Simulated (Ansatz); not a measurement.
## Geometry relaxation of ZrN

The run: geometry relaxation of ZrN (2 atoms in the cell). Method and program: DFT r2SCAN, scalar-relativistic, plane waves, PAW, no spin polarisation (Ansatz 0.2.0).

The structure derives from an entry of the Crystallography Open Database. Figures and captions count atoms from 1; the log counts them from 0 in places.

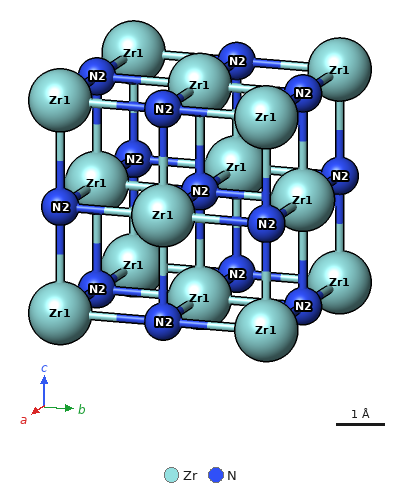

The input geometry (ball-and-stick view of the cell 4 times as large as that of the calculation, set on its symmetry axes, seen slightly off an axis; atoms are numbered from 1 in the order of the input). An atom can appear more than once, as a periodic image.

Summary

- outcome: converged
- space group (tolerance 0.01 Å): Fm-3m (225)
- electrons treated: 17
- free energy: −4583.7244 eV
- Fermi energy: 17.877 eV
- gap on the k-point mesh: none (metallic)
- pressure: −0.04 GPa
- final volume: 24.12 Å³
- largest force (length of the vector) at the end: under 0.001 eV/Å
- final cell: a = 3.243 Å, b = 3.243 Å, c = 3.243 Å, α = 60.00°, β = 60.00°, γ = 60.00°
- hardware: 2 threads of Arm Neoverse V2, 24 GiB of memory available, shared host
- wall time: 11 s (CPU time 20 s)
- peak memory: 0.42 GiB

The cell holds an odd number of electrons but the run has no spin polarisation, so a band is left half filled.

Input file
```yaml
crystal:
  lattice:
    - [0.0, 2.28423, 2.28423]
    - [2.28423, 0.0, 2.28423]
    - [2.28423, 2.28423, 0.0]
  atoms:
    - { symbol: Zr, position: [0.0, 0.0, 0.0] }
    - { symbol: "N", position: [0.5, 0.5, 0.5] }
basis:
  ecutwfc: 500
kpoints:
  mp_grid: { grid: [16, 16, 16] }
hamiltonian:
  xc: r2scan
scf:
  occupations: { method: gaussian, width: 0.1 }
output:
  forces: true
  stress: true
  eigenvalues: true
relax:
  adjacent_minimum: "off"
  f_tol: 0.005
  max_steps: 80
  cell: { stress_tol: 0.05 }
```

Command:
```bash
ansatz run input.yaml --threads 2 --pin off --max-ram 5120MiB --backend cpu --events-out ev --progress --plain --runs-dir out
```

The program's output
```
Engine: ansatz 0.2.0, aarch64-unknown-linux-gnu
Pseudopotentials: kind: paw
Pseudopotential: Zr, paw, valence charge 12, recommended cutoff 500 eV (meta_gga), Zr.paw.azcp
Pseudopotential: N, paw, valence charge 5, recommended cutoff 500 eV (meta_gga), N.paw.azcp
Functional definition: r2SCAN
  parameter k0 = 0.174
  parameter k1 = 0.065
  parameter a1 = 4.9479
  exchange = r2scan_x(k0 = k0, k1 = k1, a1 = a1)
  correlation = r2scan_c
Crystal: 2 atoms, lattice volume = 23.837 Å³
Basis set: ecut = 500 eV, 609 PW (Γ), exchange–correlation on 96×96×96 points (64 copies of the dense FFT grid, shifted against one another)
Bands: 13, of which v1, the nominal top of the filled ones, is band 9 counted from 1 (8 counted from 0)
Symmetry: 48 space group operations
Space group: Fm-3m (ITA 225), of the structure as read, at distance tolerance 2.9e-5 Å
k-points: 145 of 4096
Non-local potential: Zr, projectors of the file, l = 0: 3, l = 1: 2, l = 2: 2, l = 3: 2
Non-local potential: N, projectors of the file, l = 0: 2, l = 1: 2, l = 2: 1
PAW form: soft (Blöchl's): semilocal exchange-correlation on the pseudo side does not see the compensation charge
PAW frozen core: Zr, regenerated for the run's functional (the file was generated under x = pbe(κ = 0.804, μ = 0.2195149727645171), c = pbe(β = 0.06672455060314922))
PAW frozen core: N, regenerated for the run's functional (the file was generated under x = pbe(κ = 0.804, μ = 0.2195149727645171), c = pbe(β = 0.06672455060314922))
PAW one-centre angular grid: Zr, 590 points (default); XC on 160 Gauss nodes
PAW one-centre angular grid: N, 302 points (default); XC on 160 Gauss nodes
Initial density: superposition of atomic densities (neutral atoms: chi_scale 0, normalization atom), corrected by the library's trained network
Initial wavefunctions: pseudopotential atomic-orbital guess
Functional: x = r2scan, c = r2scan; τ floored in thin density (d = 2e-4 eV/Å³)
SCF iter   1: F=—  HF=-4583.649311 eV  |F-HF|=—  |Δ(HF+E_count)|=         —  Δρ=1.23e-2  dr2=4.36e-2  dr2_τ=1.20e-1  ethr=1.77e-3  ⟨swp⟩=5.0  Hψ=9549  notcnv=0
preconditioner: auto → none  [metal: Δε(μ)=0.051 eV  Ē_g=19.848 eV  σ=0.100 eV  W_gap=0.28  n_scr=8 (ndim 8)  ℏωp=29.4 eV  f_vac=0.000  D(μ)=0.67/eV (n_scr^D=0)  sad-step TF]
SCF iter   2: F=—  HF=-4583.722856 eV  |F-HF|=—  |Δ(HF+E_count)|=   7.35e-2  Δρ=7.19e-3  dr2=1.16e-2  dr2_τ=6.10e-4  ethr=2.57e-4  ⟨swp⟩=2.0  Hψ=4300  notcnv=0  defer=50
SCF iter   3: F=—  HF=-4583.721859 eV  |F-HF|=—  |Δ(HF+E_count)|=   9.97e-4  Δρ=1.88e-3  dr2=7.97e-4  dr2_τ=7.09e-5  ethr=6.84e-5  ⟨swp⟩=2.3  Hψ=2715  notcnv=0  defer=50
SCF iter   4: F=—  HF=-4583.721781 eV  |F-HF|=—  |Δ(HF+E_count)|=   7.83e-5  Δρ=8.14e-4  dr2=1.83e-4  dr2_τ=2.06e-5  ethr=4.69e-6  ⟨swp⟩=2.0  Hψ=2477  notcnv=0  defer=50
SCF iter   5: F=—  HF=-4583.721755 eV  |F-HF|=—  |Δ(HF+E_count)|=   2.56e-5  Δρ=4.07e-4  dr2=4.71e-5  dr2_τ=7.23e-7  ethr=1.08e-6  ⟨swp⟩=1.1  Hψ=1877  notcnv=0  defer=50
SCF iter   6: F=—  HF=-4583.721751 eV  |F-HF|=—  |Δ(HF+E_count)|=   4.47e-6  Δρ=1.03e-4  dr2=3.15e-6  dr2_τ=4.67e-8  ethr=2.77e-7  ⟨swp⟩=2.1  Hψ=2307  notcnv=0  defer=50
SCF iter   7: F=-4583.721751 eV  HF=-4583.721751 eV  |F-HF|=2.76e-9  |Δ(HF+E_count)|=   2.33e-7  Δρ=6.22e-6  dr2=8.61e-9  dr2_τ=6.82e-10  ethr=5.88e-10  ⟨swp⟩=5.0  Hψ=8341  notcnv=0
SCF 1 converged in 7 iterations: F = -4583.721751 eV  dr2 = 8.61e-9
  greatest PAW one-centre occupation: 0.990 electrons in one spin orbital (limit 2), on the Zr atom at site 0 (counted from 0), in its partial waves of l = 1
relax step   1: F+E_penalty+E_count = -4583.72175071 eV  Δ(F+E_penalty+E_count) = +0.000e0 eV  max|allowed force component| = 3.813e-29 eV/Å  Δτ_max = 0.0000 Å  P = +3.099 GPa  Ω = 23.837 Å³  (7 SCF iters, dr2 threshold 1.00e-7 eV, accepted)
Crystal: 2 atoms, lattice volume = 24.293 Å³
Initial density: handed on by an earlier stage of this run
Initial wavefunctions: those handed on with the density
iter 1 solved again at ethr=6.84e-6 eV; its pass at ethr=3.10e-3 eV (dr2=1.16e-3 eV) is discarded
SCF iter   1: F=—  HF=-4583.715472 eV  |F-HF|=—  |Δ(HF+E_count)|=         —  Δρ=1.93e-3  dr2=9.49e-4  dr2_τ=5.14e-3  ethr=6.84e-6  ⟨swp⟩=2.0  Hψ=11813  notcnv=0
preconditioner: auto → none  [metal: Δε(μ)=0.017 eV  Ē_g=11.090 eV  σ=0.100 eV  W_gap=0.09  n_scr=8 (ndim 8)  ℏωp=22.6 eV  f_vac=0.000  D(μ)=0.73/eV (n_scr^D=0)]
SCF iter   2: F=—  HF=-4583.722999 eV  |F-HF|=—  |Δ(HF+E_count)|=   7.53e-3  Δρ=7.57e-4  dr2=1.23e-4  dr2_τ=5.85e-5  ethr=5.58e-6  ⟨swp⟩=2.0  Hψ=3133  notcnv=0
SCF iter   3: F=—  HF=-4583.722991 eV  |F-HF|=—  |Δ(HF+E_count)|=   8.33e-6  Δρ=3.73e-4  dr2=3.36e-5  dr2_τ=2.72e-6  ethr=7.24e-7  ⟨swp⟩=2.2  Hψ=2622  notcnv=0
SCF iter   4: F=—  HF=-4583.722998 eV  |F-HF|=—  |Δ(HF+E_count)|=   7.80e-6  Δρ=2.44e-4  dr2=1.70e-5  dr2_τ=1.79e-6  ethr=1.98e-7  ⟨swp⟩=2.0  Hψ=2552  notcnv=0
SCF iter   5: F=—  HF=-4583.722996 eV  |F-HF|=—  |Δ(HF+E_count)|=   2.69e-6  Δρ=1.19e-4  dr2=4.16e-6  dr2_τ=4.16e-8  ethr=9.98e-8  ⟨swp⟩=1.1  Hψ=1904  notcnv=0
SCF iter   6: F=—  HF=-4583.722995 eV  |F-HF|=—  |Δ(HF+E_count)|=   7.74e-7  Δρ=4.24e-5  dr2=5.33e-7  dr2_τ=7.54e-9  ethr=2.45e-8  ⟨swp⟩=1.8  Hψ=2065  notcnv=0
SCF iter   7: F=-4583.722995 eV  HF=-4583.722995 eV  |F-HF|=1.09e-8  |Δ(HF+E_count)|=   1.07e-7  Δρ=6.96e-6  dr2=1.45e-8  dr2_τ=2.40e-10  ethr=1.18e-9  ⟨swp⟩=4.6  Hψ=6482  notcnv=0
SCF 2 converged in 7 iterations: F = -4583.722995 eV  dr2 = 1.45e-8
relax step   2: F+E_penalty+E_count = -4583.72299490 eV  Δ(F+E_penalty+E_count) = -1.244e-3 eV  max|allowed force component| = 3.648e-30 eV/Å  Δτ_max = 0.0000 Å  P = -1.923 GPa  Ω = 24.293 Å³  energy of the carried Pulay correction = -3.118e-4 eV  (7 SCF iters, dr2 threshold 2.00e-7 eV, accepted)
Crystal: 2 atoms, lattice volume = 24.116 Å³
iter 1 solved again at ethr=9.71e-7 eV; its pass at ethr=3.10e-3 eV (dr2=1.65e-4 eV) is discarded
SCF iter   1: F=—  HF=-4583.723045 eV  |F-HF|=—  |Δ(HF+E_count)|=         —  Δρ=7.35e-4  dr2=1.35e-4  dr2_τ=7.50e-4  ethr=9.71e-7  ⟨swp⟩=2.0  Hψ=11785  notcnv=0
preconditioner: auto → none  [metal: Δε(μ)=0.029 eV  Ē_g=11.181 eV  σ=0.100 eV  W_gap=0.16  n_scr=8 (ndim 8)  ℏωp=22.7 eV  f_vac=0.000  D(μ)=0.72/eV (n_scr^D=0)]
SCF iter   2: F=—  HF=-4583.724202 eV  |F-HF|=—  |Δ(HF+E_count)|=   1.16e-3  Δρ=2.86e-4  dr2=1.68e-5  dr2_τ=8.11e-6  ethr=7.94e-7  ⟨swp⟩=2.0  Hψ=3133  notcnv=0
SCF iter   3: F=—  HF=-4583.724201 eV  |F-HF|=—  |Δ(HF+E_count)|=   4.36e-7  Δρ=1.43e-4  dr2=4.83e-6  dr2_τ=3.97e-7  ethr=9.91e-8  ⟨swp⟩=2.2  Hψ=2632  notcnv=0
SCF iter   4: F=—  HF=-4583.724203 eV  |F-HF|=—  |Δ(HF+E_count)|=   1.28e-6  Δρ=9.05e-5  dr2=2.37e-6  dr2_τ=2.57e-7  ethr=2.84e-8  ⟨swp⟩=2.0  Hψ=2554  notcnv=0
SCF iter   5: F=—  HF=-4583.724202 eV  |F-HF|=—  |Δ(HF+E_count)|=   3.65e-7  Δρ=4.49e-5  dr2=6.02e-7  dr2_τ=5.51e-9  ethr=1.39e-8  ⟨swp⟩=1.1  Hψ=1898  notcnv=0
SCF iter   6: F=-4583.724202 eV  HF=-4583.724202 eV  |F-HF|=5.72e-8  |Δ(HF+E_count)|=   1.14e-7  Δρ=1.56e-5  dr2=7.26e-8  dr2_τ=9.94e-10  ethr=1.18e-9  ⟨swp⟩=4.0  Hψ=5574  notcnv=0
SCF 3 converged in 6 iterations: F = -4583.724202 eV  dr2 = 7.26e-8
relax step   3: F+E_penalty+E_count = -4583.72420209 eV  Δ(F+E_penalty+E_count) = -1.207e-3 eV  max|allowed force component| = 4.240e-30 eV/Å  Δτ_max = 0.0000 Å  P = -0.035 GPa  Ω = 24.116 Å³  energy of the carried Pulay correction = -1.917e-4 eV  (6 SCF iters, dr2 threshold 2.00e-7 eV, accepted)
Initial wavefunctions: pseudopotential atomic-orbital guess (no wavefunctions were taken with the density)
iter 1 solved again at ethr=3.47e-8 eV; its pass at ethr=3.10e-3 eV (dr2=5.89e-6 eV) is discarded
SCF iter   1: F=—  HF=-4583.724403 eV  |F-HF|=—  |Δ(HF+E_count)|=         —  Δρ=4.30e-5  dr2=1.16e-7  dr2_τ=3.73e-7  ethr=3.47e-8  ⟨swp⟩=3.0  Hψ=15337  notcnv=0
preconditioner: auto → none  [metal: Δε(μ)=0.025 eV  Ē_g=11.173 eV  σ=0.100 eV  W_gap=0.14  n_scr=8 (ndim 8)  ℏωp=22.7 eV  f_vac=0.000  D(μ)=0.72/eV (n_scr^D=0)]
SCF iter   2: F=—  HF=-4583.724403 eV  |F-HF|=—  |Δ(HF+E_count)|=   1.21e-7  Δρ=2.46e-5  dr2=6.03e-8  dr2_τ=2.89e-8  ethr=6.84e-10  ⟨swp⟩=2.0  Hψ=2552  notcnv=0
SCF iter   3: F=—  HF=-4583.724403 eV  |F-HF|=—  |Δ(HF+E_count)|=   2.38e-9  Δρ=1.52e-5  dr2=6.24e-9  dr2_τ=9.62e-9  ethr=3.55e-10  ⟨swp⟩=2.1  Hψ=2373  notcnv=0
SCF iter   4: F=—  HF=-4583.724403 eV  |F-HF|=—  |Δ(HF+E_count)|=   1.16e-8  Δρ=2.16e-6  dr2=1.49e-10  dr2_τ=1.87e-10  ethr=3.67e-11  ⟨swp⟩=2.8  Hψ=3286  notcnv=0
SCF iter   5: F=-4583.724403 eV  HF=-4583.724403 eV  |F-HF|=5.46e-12  |Δ(HF+E_count)|=  3.29e-10  Δρ=1.76e-7  dr2=1.17e-12  dr2_τ=2.06e-12  ethr=1.00e-12  ⟨swp⟩=6.0  Hψ=7963  notcnv=0
SCF 4 converged in 5 iterations: F = -4583.724403 eV  dr2 = 1.17e-12
relax step   4: F+E_penalty+E_count = -4583.72440253 eV  Δ(F+E_penalty+E_count) = -2.004e-4 eV  max|allowed force component| = 2.679e-30 eV/Å  Δτ_max = 0.0000 Å  P = -0.036 GPa  Ω = 24.116 Å³  stress off target by 3.64e-2 GPa  SCF on the basis re-selected at this cell (its energy is not comparable with the rows above)  (5 SCF iters)
```

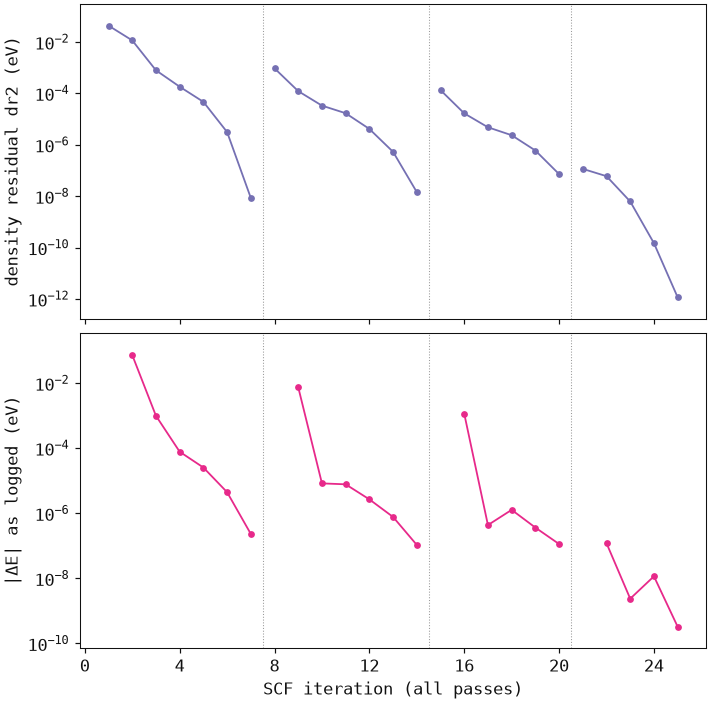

Convergence of the self-consistent field: density residual dr2 and size of the energy change against the SCF iteration. The dotted lines part the SCF passes of the relaxation: geometry steps, rejected trials and re-solves on a re-selected basis. The passes take 7, 7, 6 and 5 iterations.

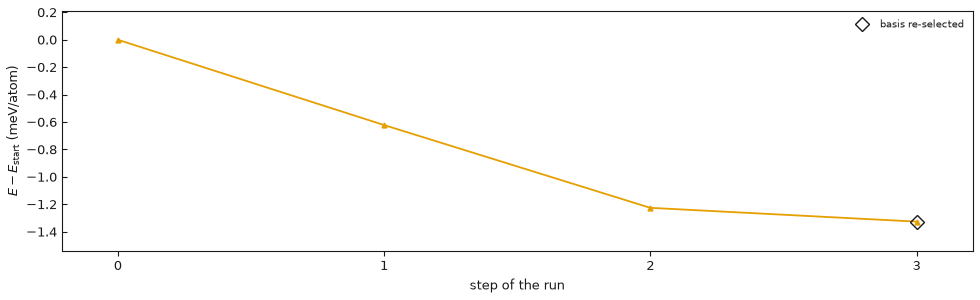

Progress of the relaxation, step by step (the first geometry is step 0 here and step 1 in the log). The atoms keep their places relative to the cell (all moves are under 0.005 Å). Cell: a = b = c 4.568 → 4.586 Å (+0.4 %). Volume +1.2 %. Among the contacts that change: Zr1–N2 2.284 → 2.293 Å. The space group stays Fm-3m (No. 225). Over 2 geometry steps the energy falls by 1.2 meV per atom. All forces vanish by symmetry, so only the cell relaxes. The pressure goes from 3.10 to −0.04 GPa. A last SCF at the same geometry on a re-selected plane-wave basis shifts the energy by −0.1 meV per atom. (Atoms are counted from 1 in the order of the input.)

```
basis re-selected at this cell: Δ(F+E_penalty+E_count) = -2.004e-4 eV, ΔP = -0.001 GPa vs the last step (what re-selecting the basis moved, of the pressure what is left beyond the Pulay correction that the steps carried, after the strain that the cell walked since its last selection, with what the two solves' SCF thresholds leave and, on support functions, any second-order correction that the steps lacked; it is no measure of the basis error at this ecutwfc). This SCF's stress stands 3.64e-2 GPa from its target on what of the cell is left free (relax.cell.stress_tol is 5.00e-2 GPa) and its largest allowed force component is 2.68e-30 eV/Å (relax.f_tol is 5.00e-3 eV/Å): within both
SCF converged after 5 iterations
Free energy (F): -4583.724403 eV
Harris-Foulkes:  -4583.724403 eV  (|F-HF|=5.46e-12)
Internal energy: -4583.720791 eV  (E = F + TS)
E sigma→0 (E₀):  -4583.722597 eV
Entropy (-TS):   -0.003612 eV (-1.806 meV/atom)
Fermi energy:    17.877200 eV
--- Per-component energies (eV) ---
  E_band       = -38.330398
  E_kinetic    = 467.599486
  E_local      = -622.396171  (includes V_loc(G=0)·N_el)
  E_nonlocal   = 122.253973
  E_hartree    = 187.579285
  E_xc         = -217.920872
  E_vxc        = -298.921109  (∫ρ·V_xc dr)
  E_paw        = -3098.948298  (= ΣΔE_a)
  E_vpaw       = -99.238934  (= ΣTr[D̂ρ^β])
  E_aug_tail   = 0.000025  (compensation charges beyond the density's cutoff)
  E_vtau       = 17.213747  (kinetic-family band-sum trace: ∫τ·v_τ [+ j·A + Jᵃ·Aᵃ] dr)
  E_ewald      = -1421.693913
  E_core_change = -0.194306  (= ΣΔE_core)
  E_smearing   = -0.003612  (= −TS)
  E_closure    = -0.000000  (closes the sum)
  Σ components = -4583.724403   (vs F -4583.724403, Δ=0.00e0)
--- Forces (eV/Å), atoms counted from 1 ---
  atom   1  Zr    -0.00000000     0.00000000    -0.00000000
  atom   2  N      0.00000000    -0.00000000    -0.00000000
  max |Σ_I F_I| component: 6.74e-30 eV/Å
--- Stress (GPa, compression-positive) ---
       -0.036380      -0.000000      -0.000000
       -0.000000      -0.036380       0.000000
       -0.000000       0.000000      -0.036380
  P = ⅓ Tr σ = -0.0364 GPa (-0.364 kbar)
--- Band table (eV; the first three rows and the last of 145) ---
  k-point 0: bands = ["-33.6052", "-10.5221", "-10.5221", "-10.5221", "0.4355", "14.8498", "14.8498", "14.8498", "17.4846", "17.4846", "17.4846", "19.5300", "19.5300"]
  k-point 1: bands = ["-33.5997", "-10.5733", "-10.5256", "-10.5256", "0.5166", "14.5144", "14.6186", "14.6186", "17.6021", "17.6065", "17.6065", "19.8269", "19.8269"]
  k-point 2: bands = ["-33.5841", "-10.7161", "-10.5355", "-10.5355", "0.7471", "13.7318", "14.0835", "14.0835", "17.8414", "17.9258", "17.9258", "20.5945", "20.5945"]
  k-point 144: bands = ["-33.4114", "-11.1729", "-11.1729", "-10.9539", "1.5375", "12.0274", "12.7668", "12.7668", "18.9155", "18.9155", "22.4644", "22.6096", "23.9970"]
--- Relaxed structure (3 steps of the walk, 3 accepted, 1 SCFs on fresh bases) ---
  F+E_penalty+E_count = -4583.72440253 eV   max|allowed force component| = 2.679e-30 eV/Å   (the final SCF, on the basis selected at the relaxed cell)
  cell:  # Å, volume = 24.1163 Å³
    - [1.0190744065791177e-34, 2.293119775553921, 2.293119775553921]
    - [2.293119775553921, 5.350140634540369e-34, 2.293119775553921]
    - [2.293119775553921, 2.293119775553921, 1.019074406579118e-34]
  atoms:
    - { symbol: Zr, position: [-6.885658571668424e-34, 8.150371370546322e-34, 2.248378309116121e-34] }
    - { symbol: N, position: [0.5, 0.5, 0.5] }
```

Trajectory as extended XYZ (Å, eV, eV/Å), 4 frames, from step=1 to step=4
```
2
Lattice="0.0000 2.2842 2.2842 2.2842 0.0000 2.2842 2.2842 2.2842 0.0000" Properties=species:S:1:pos:R:3:forces:R:3 step=1 energy=-4583.72175 pressure_GPa=3.10
Zr    0.0000    0.0000    0.0000    0.0000   0.0000   0.0000
N     2.2842    2.2842    2.2842    0.0000   0.0000   0.0000
2
Lattice="0.0000 2.2987 2.2987 2.2987 0.0000 2.2987 2.2987 2.2987 0.0000" Properties=species:S:1:pos:R:3:forces:R:3 step=2 energy=-4583.72300 pressure_GPa=-1.92
Zr    0.0000    0.0000    0.0000    0.0000   0.0000   0.0000
N     2.2987    2.2987    2.2987    0.0000   0.0000   0.0000
2
Lattice="0.0000 2.2931 2.2931 2.2931 0.0000 2.2931 2.2931 2.2931 0.0000" Properties=species:S:1:pos:R:3:forces:R:3 step=3 energy=-4583.72420 pressure_GPa=-0.04
Zr    0.0000    0.0000    0.0000    0.0000   0.0000   0.0000
N     2.2931    2.2931    2.2931    0.0000   0.0000   0.0000
2
Lattice="0.0000 2.2931 2.2931 2.2931 0.0000 2.2931 2.2931 2.2931 0.0000" Properties=species:S:1:pos:R:3:forces:R:3 step=4 energy=-4583.72440 pressure_GPa=-0.04
Zr    0.0000    0.0000    0.0000    0.0000   0.0000   0.0000
N     2.2931    2.2931    2.2931    0.0000   0.0000   0.0000
```

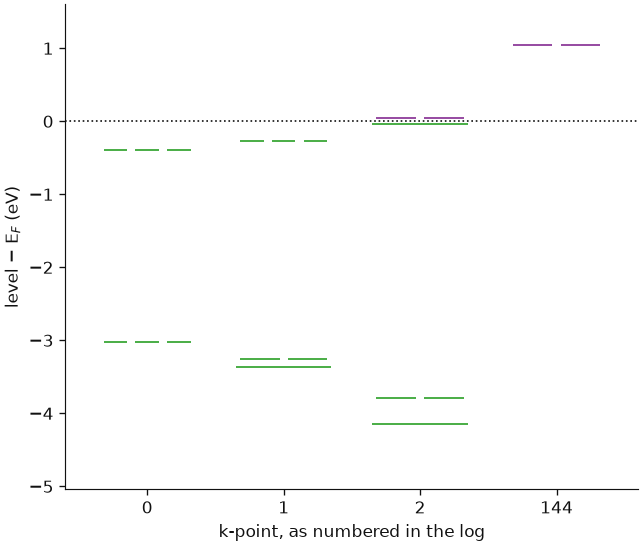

Kohn–Sham levels near the Fermi level (dotted) at the few k-points that the log prints; levels within 0.02 eV of each other stand side by side. The system is metallic on the full mesh.
